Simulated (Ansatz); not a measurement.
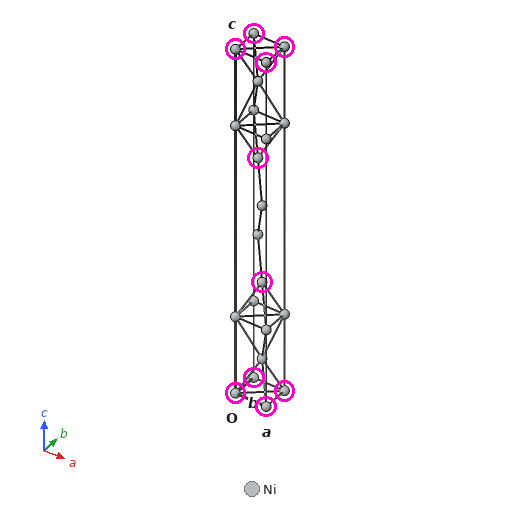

For Ni, the geometry relaxed with DFT PBE, scalar-relativistic, plane waves, PAW (Ansatz 0.2.0); the starting structure was generated, so it need not be a known form of this composition: one unit cell; the ringed atoms, with their copies on corners, edges and faces, form one crystallographic orbit. Geometry calculated from the standardised cell; symmetry tolerance 0.002 Å.

a = 2.486 Å, b = 2.486 Å, c = 18.353 Å, α = 90.00°, β = 90.00°, γ = 120.00°; space group R-3m, No. 166, hexagonal axes.

### Which Wyckoff position do the ringed atoms fill?

Ni on 3a, site symmetry -3m: 36 operations a cell over 12 that keep the site give 3 atoms, with 0 free parameters.

### List their coordinates.

(0, 0, 0); (2/3, 1/3, 1/3); (1/3, 2/3, 2/3).
